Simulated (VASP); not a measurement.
**Band-structure run, with input and output: Al2O3 (part 1 of 2)**

The run: band-structure run of Al2O3 (10 atoms in the cell). Method and program: Kohn-Sham DFT of a periodic cell, revTPSS, VASP PAW PBE potentials, recommended, no spin polarisation (VASP 6.6.1).

The structure derives from a Materials Project entry.

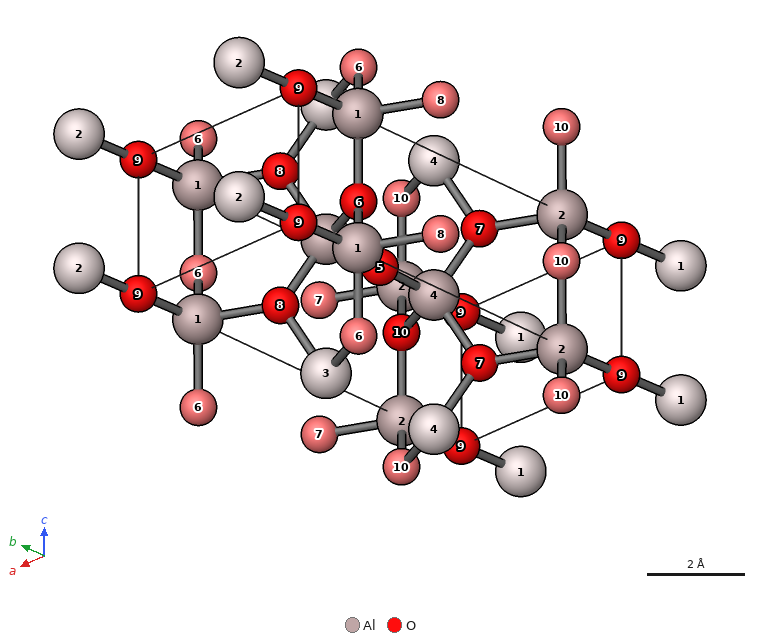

Figure 1. The input geometry (ball-and-stick view of the cell of the calculation, seen at an oblique angle; neighbours outside the cell are drawn fainter; atoms are numbered from 1 in the order of the input). Near neighbours in the crystal (not all of them lie inside the picture): Al has 4 O at 1.68 to 1.82 Å; O has 2 Al at 1.68 Å; O has 3 Al at 1.82 Å.

Summary:

```json
{"quantity": "outcome", "value": "converged"}
{"quantity": "space group (tolerance 0.01 Å)", "value": "Pnnm (58)"}
{"quantity": "electrons treated", "value": "48"}
{"quantity": "free energy", "value": "−88.9074 eV"}
{"quantity": "Fermi energy of the self-consistent step", "value": "2.905 eV"}
{"quantity": "gap on the k-point mesh", "value": "3.68 eV"}
{"quantity": "gap on the band path", "value": "3.68 eV"}
{"quantity": "pressure", "value": "−1.54 GPa"}
{"quantity": "largest force (length of the vector)", "value": "0.187 eV/Å"}
{"quantity": "hardware", "value": "1 thread of AMD EPYC (Zen 3), 192 GiB of memory available, shared host"}
{"quantity": "wall time", "value": "36 min"}
{"quantity": "peak memory", "value": "0.33 GiB"}
```

INCAR:
```
PREC = Accurate
ENCUT = 520
EDIFF = 1E-7
ISMEAR = -1
SIGMA = 0.05
LREAL = F
LASPH = T
NELM = 60
ALGO = Normal
ISIF = 2
LWAVE = F
LCHARG = F
METAGGA = RTPSS
LMIXTAU = T
```

KPOINTS:
```
Automatic mesh
0
Gamma
  6 3 9
```

KPOINTS_OPT:
```
path GXSYGZURTZ,YT,UX,SR
15
line-mode
reciprocal
 0.0000000000  0.0000000000  0.0000000000  G
 0.0000000000  0.0000000000  0.5000000000  X

 0.0000000000  0.0000000000  0.5000000000  X
 0.5000000000  0.0000000000  0.5000000000  S

 0.5000000000  0.0000000000  0.5000000000  S
 0.5000000000  0.0000000000  0.0000000000  Y

 0.5000000000  0.0000000000  0.0000000000  Y
 0.0000000000  0.0000000000  0.0000000000  G

 0.0000000000  0.0000000000  0.0000000000  G
 0.0000000000  0.5000000000  0.0000000000  Z

 0.0000000000  0.5000000000  0.0000000000  Z
 0.0000000000  0.5000000000  0.5000000000  U

 0.0000000000  0.5000000000  0.5000000000  U
 0.5000000000  0.5000000000  0.5000000000  R

 0.5000000000  0.5000000000  0.5000000000  R
 0.5000000000  0.5000000000  0.0000000000  T

 0.5000000000  0.5000000000  0.0000000000  T
 0.0000000000  0.5000000000  0.0000000000  Z

 0.5000000000  0.0000000000  0.0000000000  Y
 0.5000000000  0.5000000000  0.0000000000  T

 0.0000000000  0.5000000000  0.5000000000  U
 0.0000000000  0.0000000000  0.5000000000  X

 0.5000000000  0.0000000000  0.5000000000  S
 0.5000000000  0.5000000000  0.5000000000  R
```

POSCAR:
```
Al2O3
1.0
    4.6137770000      0.0000000000      0.0000000000
    0.0000000000      9.5632790000      0.0000000000
    0.0000000000      0.0000000000      3.1198620000
Al O
4 6
Direct
    0.9829750000      0.8245730000      0.0000000000
    0.0170250000      0.1754270000      0.0000000000
    0.4829750000      0.6754270000      0.5000000000
    0.5170250000      0.3245730000      0.5000000000
    0.5000000000      0.5000000000      0.5000000000
    0.1236350000      0.7530500000      0.5000000000
    0.3763650000      0.2530500000      0.0000000000
    0.6236350000      0.7469500000      0.0000000000
    0.0000000000      0.0000000000      0.0000000000
    0.8763650000      0.2469500000      0.5000000000
```

Launch command:
```bash
cat potpaw_PBE.64/Al/POTCAR potpaw_PBE.64/O/POTCAR > POTCAR
mpirun -np 1 vasp_std > vasp.out
```

OSZICAR:
```
N       E                     dE             d eps       ncg     rms          rms(c)
DAV:   1     0.358484263439E+03    0.35848E+03   -0.23460E+04  2400   0.150E+03
DAV:   2     0.413729714465E+01   -0.35435E+03   -0.33754E+03  3364   0.384E+02
DAV:   3    -0.217050070233E+02   -0.25842E+02   -0.25638E+02  2890   0.106E+02
DAV:   4    -0.221857853943E+02   -0.48078E+00   -0.47948E+00  3004   0.175E+01
DAV:   5    -0.221959843685E+02   -0.10199E-01   -0.10194E-01  2858   0.219E+00    0.220E+01
DAV:   6    -0.995112016755E+02   -0.77315E+02   -0.43792E+02  2424   0.210E+02    0.207E+01
DAV:   7    -0.944169102034E+02    0.50943E+01   -0.66499E+00  2694   0.213E+01    0.135E+01
DAV:   8    -0.885178114455E+02    0.58991E+01   -0.33290E+01  2640   0.318E+01    0.534E+00
DAV:   9    -0.888383630951E+02   -0.32055E+00   -0.10391E+00  2466   0.810E+00    0.331E+00
DAV:  10    -0.887726173866E+02    0.65746E-01   -0.75176E-01  2484   0.513E+00    0.771E-01
[... 54 further cycles ...]
DAV:   1     0.280467149250E+05   -0.36207E+05     1200
DAV:   2     0.221372288975E+05   -0.59095E+04     1606
DAV:   3     0.217286825031E+05   -0.40855E+03     1428
DAV:   4     0.217218937938E+05   -0.67887E+01     1450
DAV:   5     0.217217427871E+05   -0.15101E+00     1356
DAV:   6     0.217217373241E+05   -0.54631E-02     1490
DAV:   7     0.217217371244E+05   -0.19964E-03     1368
DAV:   8     0.217217371143E+05   -0.10095E-04     1418
DAV:   9     0.217217371139E+05   -0.41552E-06      972
DAV:  10     0.217217371139E+05   -0.41400E-07      944
```

Parts of OUTCAR:
```
PREC = Accurate
   ENCUT = 520
   EDIFF = 1E-7
   ISMEAR = -1
   LREAL = F
   LASPH = T
   NELM = 60
   ISIF = 2
   METAGGA = RTPSS

 ion  position               nearest neighbor table
   1  0.983  0.825  0.000-   9 1.68   8 1.82   6 1.82   6 1.82   3 3.13   3 3.13   3 3.13   3 3.13
                             2 3.36
   2  0.017  0.175  0.000-   9 1.68   7 1.82  10 1.82  10 1.82   4 3.13   4 3.13   4 3.13   4 3.13
                             1 3.36
   3  0.483  0.675  0.500-   5 1.68   6 1.82   8 1.82   8 1.82   1 3.13   1 3.13   1 3.13   1 3.13
                             4 3.36
   4  0.517  0.325  0.500-   5 1.68  10 1.82   7 1.82   7 1.82   2 3.13   2 3.13   2 3.13   2 3.13
                             3 3.36
   5  0.500  0.500  0.500-   3 1.68   4 1.68
   6  0.124  0.753  0.500-   3 1.82   1 1.82   1 1.82
   7  0.376  0.253  0.000-   2 1.82   4 1.82   4 1.82
   8  0.624  0.747  0.000-   1 1.82   3 1.82   3 1.82
   9  0.000  0.000  0.000-   1 1.68   2 1.68
  10  0.876  0.247  0.500-   4 1.82   2 1.82   2 1.82

  LATTYP: Found a simple orthorhombic cell.
 ALAT       =     3.1198620000
 B/A-ratio  =     1.4788400897
 C/A-ratio  =     3.0652891057

  Lattice vectors:

 A1 = (   0.0000000000,   0.0000000000,   3.1198620000)
 A2 = (   4.6137770000,   0.0000000000,   0.0000000000)
 A3 = (   0.0000000000,   9.5632790000,   0.0000000000)

Analysis of symmetry for initial positions (statically):
=====================================================================
 Subroutine PRICEL returns:
 Original cell was already a primitive cell.

 Routine SETGRP: Setting up the symmetry group for a
 simple orthorhombic supercell.

 Subroutine GETGRP returns: Found  8 space group operations
 (whereof  4 operations were pure point group operations)
 out of a pool of  8 trial point group operations.

The static configuration has the point symmetry C_2h.
 The point group associated with its full space group is D_2h.

Analysis of symmetry for dynamics (positions and initial velocities):
=====================================================================
 Subroutine PRICEL returns:
 Original cell was already a primitive cell.

 Routine SETGRP: Setting up the symmetry group for a
 simple orthorhombic supercell.

 Subroutine GETGRP returns: Found  8 space group operations
 (whereof  4 operations were pure point group operations)
 out of a pool of  8 trial point group operations.

The dynamic configuration has the point symmetry C_2h.
 The point group associated with its full space group is D_2h.

 Subroutine INISYM returns: Found  8 space group operations
 (whereof  4 operations are pure point group operations),
 and found     1 'primitive' translations

----------------------------------------------------------------------------------------

                                     Primitive cell

  volume of cell :     137.6572

  direct lattice vectors                    reciprocal lattice vectors
     4.613777000  0.000000000  0.000000000     0.216742162  0.000000000  0.000000000
     0.000000000  9.563279000  0.000000000     0.000000000  0.104566645  0.000000000
     0.000000000  0.000000000  3.119862000     0.000000000  0.000000000  0.320526998

  length of vectors
     4.613777000  9.563279000  3.119862000     0.216742162  0.104566645  0.320526998

  position of ions in fractional coordinates (direct lattice)
     0.982975000  0.824573000  0.000000000
     0.017025000  0.175427000  0.000000000
     0.482975000  0.675427000  0.500000000
     0.517025000  0.324573000  0.500000000
     0.500000000  0.500000000  0.500000000
     0.123635000  0.753050000  0.500000000
     0.376365000  0.253050000  0.000000000
     0.623635000  0.746950000  0.000000000
     0.000000000  0.000000000  0.000000000
     0.876365000  0.246950000  0.500000000

  ion indices of the primitive-cell ions
   primitive index   ion index
                 1           1
                 2           2
                 3           3
                 4           4
                 5           5
                 6           6
                 7           7
                 8           8
                 9           9
                10          10

----------------------------------------------------------------------------------------

 KPOINTS: Automatic mesh

Automatic generation of k-mesh.
 Grid dimensions read from file:
 generate k-points for:    6    3    9

 Generating k-lattice:

  Cartesian coordinates                     Fractional coordinates (reciprocal lattice)
     0.036123694  0.000000000  0.000000000     0.166666667  0.000000000  0.000000000
     0.000000000  0.034855548  0.000000000     0.000000000  0.333333333  0.000000000
     0.000000000  0.000000000  0.035614111     0.000000000  0.000000000  0.111111111

  Length of vectors
     0.036123694  0.034855548  0.035614111

  Shift w.r.t. Gamma in fractional coordinates (k-lattice)
     0.000000000  0.000000000  0.000000000

 Subroutine IBZKPT returns following result:
 ===========================================

 Found     40 irreducible k-points:

 Following reciprocal coordinates:
            Coordinates               Weight
  0.000000  0.000000  0.000000      1.000000
  0.166667  0.000000  0.000000      2.000000
  0.333333  0.000000  0.000000      2.000000
  0.500000  0.000000  0.000000      1.000000
  0.000000  0.333333  0.000000      2.000000
  0.166667  0.333333  0.000000      4.000000
  0.333333  0.333333  0.000000      4.000000
  0.500000  0.333333  0.000000      2.000000
  0.000000  0.000000  0.111111      2.000000
  0.166667  0.000000  0.111111      4.000000
  0.333333  0.000000  0.111111      4.000000
  0.500000  0.000000  0.111111      2.000000
  0.000000  0.333333  0.111111      4.000000
  0.166667  0.333333  0.111111      8.000000
  0.333333  0.333333  0.111111      8.000000
  0.500000  0.333333  0.111111      4.000000
  0.000000  0.000000  0.222222      2.000000
  0.166667  0.000000  0.222222      4.000000
  0.333333  0.000000  0.222222      4.000000
  0.500000  0.000000  0.222222      2.000000
  0.000000  0.333333  0.222222      4.000000
  0.166667  0.333333  0.222222      8.000000
  0.333333  0.333333  0.222222      8.000000
  0.500000  0.333333  0.222222      4.000000
 [... further k-points ...]
   k-points           NKPTS =     40   k-points in BZ     NKDIM =     40   number of bands    NBANDS=     30
   number of dos      NEDOS =    301   number of ions     NIONS =     10
   total plane-waves  NPLWV =  62208
   dimension x,y,z NGX =    36 NGY =   72 NGZ =   24
   dimension x,y,z NGXF=    72 NGYF=  144 NGZF=   48
   ions per type =               4   6
   NGX,Y,Z   is equivalent  to a cutoff of  12.97, 12.52, 12.79 a.u.
   NGXF,Y,Z  is equivalent  to a cutoff of  25.94, 25.03, 25.58 a.u.
 SYSTEM =  unknown system
   PREC   = accura    normal or accurate (medium, high low for compatibility)
   ISTART =      0    job   : 0-new  1-cont  2-samecut
   ICHARG =      2    charge: 1-file 2-atom 10-const
   ISPIN  =      1    spin polarized calculation?
   LNONCOLLINEAR =      F non collinear calculations
   LSORBIT =      F    spin-orbit coupling
   LASPH  =      T    aspherical Exc in radial PAW
   ENCUT  =  520.0 eV  38.22 Ry    6.18 a.u.   8.58 17.78  5.80*2*pi/ulx,y,z
   NELM   =     60;   NELMIN=  2; NELMDL= -5     # of ELM steps
   EDIFF  = 0.1E-06   stopping-criterion for ELM
   LREAL  =      F    real-space projection
   EDIFFG = 0.1E-05   stopping-criterion for IOM
   NSW    =      0    number of steps for IOM
   IBRION =     -1    ionic relax: 0-MD 1-quasi-New 2-CG
   NFREE  =      0    steps in history (QN), initial steepest desc. (CG)
   ISIF   =      2    stress and relaxation
   ISYM   =      2    0-nonsym 1-usesym 2-fastsym
   POTIM  = 0.5000    time-step for ionic-motion
   TEBEG  =    0.0;   TEEND  =   0.0 temperature during run
   PSTRESS=    0.0 pullay stress
   NELECT =      48.0000    total number of electrons
   NUPDOWN=      -1.0000    fix difference up-down
   EMIN   =  10.00;   EMAX   =-10.00  energy-range for DOS
   EFERMI =   0.00;   METHOD = LEGACY
   ISMEAR =    -1;   SIGMA  =   0.05  broadening in eV -4-tet -1-fermi 0-gaus
   EFERMI_NEDOS =   21; number of points for ismear=-14 and -15
   IALGO  =     38    algorithm
   IMIX   =      4    mixing-type and parameters
     AMIX     =   0.40;   BMIX     =  1.00
     AMIX_MAG =   1.60;   BMIX_MAG =  1.00
  volume/ion in A,a.u.               =      13.77        92.90
  Fermi-wavevector in a.u.,A,eV,Ry     =   1.152274  2.177482 18.064926  1.327735
  Thomas-Fermi vector in A             =   2.288926
   LORBIT       =      0    0 simple, 1 ext, 2 COOP (PROOUT), +10 PAW based schemes
   METAGGA = RTPSS    functional components
   LHFCALC =     F    Hartree Fock is set to
   AEXX    =    0.0000 exact exchange contribution
```
